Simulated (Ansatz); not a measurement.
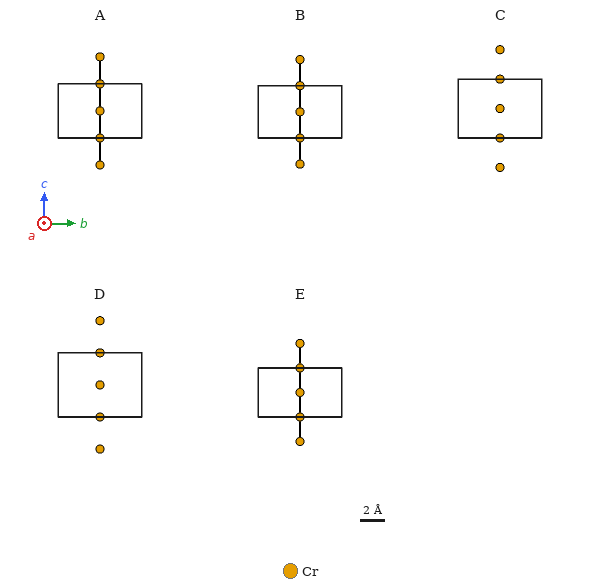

5 geometries from one relaxation of a wire of composition Cr, in shuffled order. Style: ball-and-stick. Shown: the cell of the calculation, with the vacuum cut short, along the a axis.

Case: ladder chain of atoms.

Theory: DFT PBEsol, scalar-relativistic, plane waves, PAW (Ansatz). Set-up: plane-wave cutoff 420 eV; k-point mesh 1 × 1 × 15; occupations gaussian; smearing width 0.05 eV; collinear spin; cell relaxed at fixed a, b, alpha, beta, gamma; force threshold 0.01 eV/Å; at most 45 steps.

### Put them in the order of the run, from the start to the converged end.

B, E, A, C, D. They are steps 0, 3, 5, 7, 17, at +2.452 eV per cell of the calculation, +1.783 eV per cell of the calculation, +1.089 eV per cell of the calculation, +0.393 eV per cell of the calculation relative to the last. The largest moves relative to the layer's centre, 0.34 Å, are those of Cr atoms. Along the periodic axis the drawn cell goes c 4.387 → 5.386 Å (+22.8 %). Among the contacts that change: Cr–Cr 2.303 → 1.630 Å, Cr–Cr 2.193 → 2.693 Å. Over 15 accepted moves (17 points after the start) the energy falls by 2.452 eV per cell of the calculation. Largest force component: 0.71 eV/Å at the start, 0.0012 eV/Å at the end. The SCF was repeated twice at an unchanged geometry on a basis and grid sized afresh for the cell, which shifted the energy by 0.128 eV per cell of the calculation at most. The program noted that the starting moments weren't kept. Cost: 6.6 min on 2 threads of Arm Neoverse V1 (shared host), peak memory 0.9 GiB.

Limits of the set-up: the k-point mesh is coarse for a cell with partly filled bands.
